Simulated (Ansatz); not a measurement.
## Ni: one change and its effect

System: Ni (slab, 6 atoms in the cell).
Method of run A: Kohn-Sham DFT of a periodic cell, PBE, all-electron LAPW, scalar-relativistic, spin-polarised (Ansatz 0.2.0).

The structure derives from an entry of the Crystallography Open Database. Text and figures count atoms from 1; the logs count them from 0 in places.

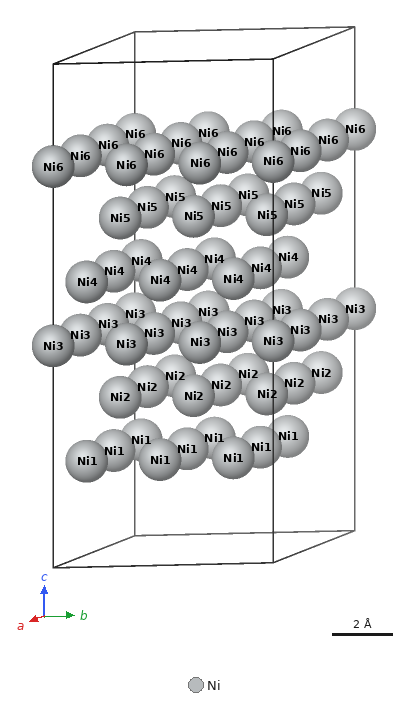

Figure 1. The input geometry (spheres-only view of the 3 × 3 repeat of the cell, with the vacuum cut short, seen slightly off an axis; atoms are numbered from 1 in the order of the input). An atom can appear more than once, as a periodic image.

## The input, run A
```yaml
crystal:
  lattice:
    - [2.5002588676, 0.0, 0.0]
    - [-1.2501294338, 2.1652876954, 0.0]
    - [0.0, 0.0, 25.2072640841]
  atoms:
    - { symbol: Ni, position: [0.6666666667, 0.3333333333, 0.2975332815], spin: 1.0 }
    - { symbol: Ni, position: [0.3333333333, 0.6666666667, 0.3785199689], spin: 1.0 }
    - { symbol: Ni, position: [0.0, 0.0, 0.4595066563], spin: 1.0 }
    - { symbol: Ni, position: [0.6666666667, 0.3333333333, 0.5404933437], spin: 1.0 }
    - { symbol: Ni, position: [0.3333333333, 0.6666666667, 0.6214800311], spin: 1.0 }
    - { symbol: Ni, position: [0.0, 0.0, 0.7024667185], spin: 1.0 }
kpoints:
  mp_grid: { grid: [12, 12, 1] }
scf:
  occupations: { method: fermi_dirac, width: 0.05 }
hamiltonian:
  xc: pbe
  pseudopotentials: { kind: all_electron, lapw: { basis_error: 0.002 } }
magnetization:
  spin_polarized: true
output:
  forces: true
  stress: true
  eigenvalues: true
```

Launched with:
```bash
ansatz run input.yaml --threads 8 --pin off --max-ram 30720MiB --backend cpu --events-out ev --progress --plain --runs-dir out
```

Hardware: 8 threads of Intel Xeon @ 2.50GHz (Skylake/Cascade Lake), 189 GiB of memory available, shared host.

## Output, shortened to warnings, some set-up lines, iterations and results (run A)
```
Basis set: ecut = 283.8445097092018 eV, 1479 PW (Γ), exchange–correlation at level 2
Symmetry: 12 space group operations
k-points: 19 of 144
Initial density: superposition of atomic densities (neutral atoms: chi_scale 0, normalization atom)
[...]
SCF iter   1: F=—  HF=-248296.607360 eV  |F-HF|=—  |Δ(HF+E_count)|=         —  Δρ=1.78e-2 (↑1.13e-2 ↓1.78e-2)  dr2=1.16e1  dr2_m=1.77e-1  M=4.037 μB ∫|m|=4.337 μB  β_m=0.30  …
SCF iter   2: F=—  HF=-248296.020190 eV  |F-HF|=—  |Δ(HF+E_count)|=   5.87e-1  Δρ=1.12e-2 (↑7.21e-3 ↓1.12e-2)  dr2=4.13e0  dr2_m=7.44e-2  M=4.041 μB ∫|m|=4.419 μB  β_m=0.49  …
SCF iter   3: F=—  HF=-248295.826567 eV  |F-HF|=—  |Δ(HF+E_count)|=   1.94e-1  Δρ=3.00e-3 (↑3.00e-3 ↓2.81e-3)  dr2=3.44e-1  dr2_m=5.38e-3  M=4.015 μB ∫|m|=4.551 μB  β_m=0.56  …
SCF iter   4: F=—  HF=-248295.851897 eV  |F-HF|=—  |Δ(HF+E_count)|=         —  Δρ=1.62e-3 (↑1.62e-3 ↓1.57e-3)  dr2=1.20e-2  dr2_m=2.34e-3  M=3.986 μB ∫|m|=4.589 μB  β_m=0.64  …
SCF iter   5: F=—  HF=-248295.859239 eV  |F-HF|=—  |Δ(HF+E_count)|=   7.34e-3  Δρ=9.56e-4 (↑7.30e-4 ↓9.56e-4)  dr2=1.22e-1  dr2_m=5.91e-5  M=3.982 μB ∫|m|=4.618 μB  β_m=0.64  …
[... 13 lines ...]
SCF iter  19: F=—  HF=-248295.855310 eV  |F-HF|=—  |Δ(HF+E_count)|=   3.21e-8  Δρ=1.29e-6 (↑1.29e-6 ↓1.05e-6)  dr2=1.90e-8  dr2_m=8.45e-10  M=3.982 μB ∫|m|=4.639 μB  β_m=0.57 …
SCF iter  20: F=—  HF=-248295.855310 eV  |F-HF|=—  |Δ(HF+E_count)|=   2.85e-8  Δρ=1.89e-6 (↑1.08e-6 ↓1.89e-6)  dr2=1.77e-7  dr2_m=4.93e-10  M=3.982 μB ∫|m|=4.639 μB  β_m=0.78 …
SCF iter  21: F=—  HF=-248295.855310 eV  |F-HF|=—  |Δ(HF+E_count)|=   2.81e-8  Δρ=1.44e-6 (↑6.78e-7 ↓1.44e-6)  dr2=1.11e-7  dr2_m=2.80e-10  M=3.982 μB ∫|m|=4.639 μB  β_m=0.61 …
SCF iter  22: F=-248295.855310 eV  HF=-248295.855310 eV  |F-HF|=2.17e-8  |Δ(HF+E_count)|=   4.80e-9  Δρ=6.34e-7 (↑1.56e-7 ↓6.34e-7)  dr2=2.01e-8  dr2_m=8.73e-11  M=3.982 μB …
SCF 1 converged in 22 iterations: F = -248295.855310 eV  dr2 = 2.01e-8
SCF converged after 22 iterations
Magnetization: 3.9818 μB (55.9909 up, 52.0091 down)
Absolute magnetization: 4.6389 μB (∫|ρ↑−ρ↓|)
Spin contamination: 0.0613 ħ² per cell (⟨S²⟩ above its minimum at these occupations)
Per-site moments (μB) at R_I (Å): [(0.690476843165639, 1.2501294150751072), (0.7148121496783197, 1.2501294150751072), (0.6769013797602401, 1.2501294150751072), (0.6769013797602401, 1.2501294150751072), (0.7148121496783197, 1.2501294150751072), (0.690476843165639, 1.2501294150751072)]
Free energy (F): -248295.855310 eV
Harris-Foulkes:  -248295.855310 eV  (|F-HF|=2.17e-8)
Internal energy: -248295.761488 eV  (E = F + TS)
E sigma→0 (E₀):  -248295.808399 eV
Entropy (-TS):   -0.093822 eV (-15.637 meV/atom)
Fermi energy:    6.198549 eV
--- Per-component energies (eV) ---
  E_band       = -2986.994772
  E_kinetic    = 252265.058862
  E_xc         = -10382.187946
  E_electrostatic = -490178.632405  (all electrons and nuclei)
  E_smearing   = -0.093822  (= −TS)
  E_closure    = 0.000000  (closes the sum)
  E_atoms      = -248254.535421  (free atoms, spherical and without spin; not in F)
  Σ components = -248295.855310   (vs F -248295.855310, Δ=0.00e0)
  Basis errors (estimates in eV, not in F): energy 5.5e-4 per atom: plane waves 4.9e-4 (2.7e-4 summed), levels above the bands 6.1e-98, relativity 2.4e-8, radial functions 5.9e-5, core shells 1.5e-9; eigenvalues (radial functions only) 1.1e-6; not estimated: angular momenta, meshes, grids; target …
--- Forces (eV/Å), atoms counted from 1 ---
  atom   1  Ni     0.00000000    -0.00000000     0.24939709
  atom   2  Ni    -0.00000000    -0.00000000    -0.11677381
  atom   3  Ni    -0.00000000    -0.00000000    -0.03519287
  atom   4  Ni     0.00000000     0.00000000     0.03519287
  atom   5  Ni     0.00000000     0.00000000     0.11677381
  atom   6  Ni    -0.00000000     0.00000000    -0.24939709
  max |Σ_I F_I| component: 2.78e-17 eV/Å
--- Stress (GPa, compression-positive) ---
       -3.147941      -0.000000       0.000000
        0.000000      -3.147941       0.000000
        0.000000      -0.000000      -2.058351
  P = ⅓ Tr σ = -2.7847 GPa (-27.847 kbar)
```

For run B the input was changed thus:
```diff
-  xc: pbe
+  xc: pbesol
```

How does run B compare with run A?

The total energies belong to different methods, so their difference says nothing on which is more stable or more accurate. The largest force goes from 0.249 to 0.571 eV/Å. The functional changes from PBE to PBEsol. The SCF takes 23 iterations against 22.

## Output, shortened to warnings, some set-up lines, iterations and results (run B)
```
Basis set: ecut = 283.8813203752179 eV, 1479 PW (Γ), exchange–correlation at level 2
Symmetry: 12 space group operations
k-points: 19 of 144
Initial density: superposition of atomic densities (neutral atoms: chi_scale 0, normalization atom)
[...]
SCF iter   1: F=—  HF=-248087.817192 eV  |F-HF|=—  |Δ(HF+E_count)|=         —  Δρ=1.77e-2 (↑1.13e-2 ↓1.77e-2)  dr2=1.15e1  dr2_m=1.75e-1  M=4.048 μB ∫|m|=4.333 μB  β_m=0.30  …
SCF iter   2: F=—  HF=-248087.216911 eV  |F-HF|=—  |Δ(HF+E_count)|=   6.00e-1  Δρ=1.11e-2 (↑7.23e-3 ↓1.11e-2)  dr2=3.94e0  dr2_m=7.42e-2  M=4.044 μB ∫|m|=4.404 μB  β_m=0.48  …
SCF iter   3: F=—  HF=-248087.003983 eV  |F-HF|=—  |Δ(HF+E_count)|=   2.13e-1  Δρ=2.94e-3 (↑2.94e-3 ↓2.81e-3)  dr2=3.59e-1  dr2_m=5.42e-3  M=4.017 μB ∫|m|=4.523 μB  β_m=0.54  …
SCF iter   4: F=—  HF=-248087.017208 eV  |F-HF|=—  |Δ(HF+E_count)|=         —  Δρ=1.67e-3 (↑1.63e-3 ↓1.67e-3)  dr2=1.21e-2  dr2_m=2.58e-3  M=3.982 μB ∫|m|=4.551 μB  β_m=0.63  …
SCF iter   5: F=—  HF=-248087.021721 eV  |F-HF|=—  |Δ(HF+E_count)|=   4.51e-3  Δρ=7.36e-4 (↑6.84e-4 ↓7.36e-4)  dr2=8.40e-2  dr2_m=3.01e-5  M=3.977 μB ∫|m|=4.575 μB  β_m=0.57  …
[... 14 lines ...]
SCF iter  20: F=—  HF=-248087.018917 eV  |F-HF|=—  |Δ(HF+E_count)|=   2.50e-9  Δρ=1.14e-6 (↑7.18e-7 ↓1.14e-6)  dr2=9.16e-8  dr2_m=2.34e-10  M=3.974 μB ∫|m|=4.592 μB  β_m=0.58 …
SCF iter  21: F=—  HF=-248087.018917 eV  |F-HF|=—  |Δ(HF+E_count)|=   2.24e-9  Δρ=7.17e-7 (↑4.26e-7 ↓7.17e-7)  dr2=3.20e-8  dr2_m=7.03e-11  M=3.974 μB ∫|m|=4.592 μB  β_m=0.54 …
SCF iter  22: F=—  HF=-248087.018917 eV  |F-HF|=—  |Δ(HF+E_count)|=   4.39e-9  Δρ=1.80e-6 (↑3.61e-7 ↓1.80e-6)  dr2=1.31e-7  dr2_m=6.78e-10  M=3.974 μB ∫|m|=4.592 μB  β_m=0.53 …
SCF iter  23: F=-248087.018917 eV  HF=-248087.018917 eV  |F-HF|=3.09e-8  |Δ(HF+E_count)|=  7.86e-10  Δρ=8.99e-7 (↑2.10e-7 ↓8.99e-7)  dr2=2.28e-8  dr2_m=1.55e-10  M=3.974 μB …
SCF 1 converged in 23 iterations: F = -248087.018917 eV  dr2 = 2.28e-8
SCF converged after 23 iterations
Magnetization: 3.9741 μB (55.9871 up, 52.0129 down)
Absolute magnetization: 4.5918 μB (∫|ρ↑−ρ↓|)
Spin contamination: 0.0557 ħ² per cell (⟨S²⟩ above its minimum at these occupations)
Per-site moments (μB) at R_I (Å): [(0.6851389521026583, 1.250129415075101), (0.7141313586351679, 1.250129415075101), (0.675564030391449, 1.250129415075101), (0.675564030391449, 1.250129415075101), (0.7141313586351679, 1.250129415075101), (0.6851389521026583, 1.250129415075101)]
Free energy (F): -248087.018917 eV
Harris-Foulkes:  -248087.018917 eV  (|F-HF|=3.09e-8)
Internal energy: -248086.921066 eV  (E = F + TS)
E sigma→0 (E₀):  -248086.969992 eV
Entropy (-TS):   -0.097851 eV (-16.309 meV/atom)
Fermi energy:    6.035854 eV
--- Per-component energies (eV) ---
  E_band       = -2994.824723
  E_kinetic    = 252014.664179
  E_xc         = -10167.570690
  E_electrostatic = -489934.014555  (all electrons and nuclei)
  E_smearing   = -0.097851  (= −TS)
  E_closure    = 0.000000  (closes the sum)
  E_atoms      = -248042.072666  (free atoms, spherical and without spin; not in F)
  Σ components = -248087.018917   (vs F -248087.018917, Δ=0.00e0)
  Basis errors (estimates in eV, not in F): energy 5.4e-4 per atom: plane waves 4.9e-4 (2.7e-4 summed), levels above the bands 5.3e-98, relativity 3.4e-9, radial functions 4.5e-5, core shells 7.8e-10; eigenvalues (radial functions only) 1.1e-6; not estimated: angular momenta, meshes, grids; target …
--- Forces (eV/Å), atoms counted from 1 ---
  atom   1  Ni     0.00000000    -0.00000000     0.57116302
  atom   2  Ni    -0.00000000    -0.00000000    -0.11741362
  atom   3  Ni    -0.00000000    -0.00000000    -0.03354754
  atom   4  Ni     0.00000000     0.00000000     0.03354754
  atom   5  Ni     0.00000000     0.00000000     0.11741362
  atom   6  Ni    -0.00000000     0.00000000    -0.57116302
  max |Σ_I F_I| component: 7.23e-18 eV/Å
--- Stress (GPa, compression-positive) ---
       -7.741810      -0.000000       0.000000
       -0.000000      -7.741810      -0.000000
        0.000000       0.000000      -5.913740
  P = ⅓ Tr σ = -7.1325 GPa (-71.325 kbar)
```

## The two runs side by side

| quantity | run A | run B |
| --- | --- | --- |
| outcome | converged | converged |
| free energy per atom (eV) | −41382.6426 | −41347.8365 |
| energy per atom, smearing taken to zero (eV) | −41382.6347 | −41347.8283 |
| gap on the mesh (eV) | 0.00 | 0.00 |
| net moment of the cell (μB) | 3.98 | 3.97 |
| absolute moment of the cell (μB) | 4.64 | 4.59 |
| largest force (eV/Å) | 0.249 | 0.571 |
| SCF iterations | 22 | 23 |
| irreducible k-points | 19 | 19 |
| plane waves at Γ | 1479 | 1479 |
| wall time (shared host) | 1.8 min | 2.5 min |
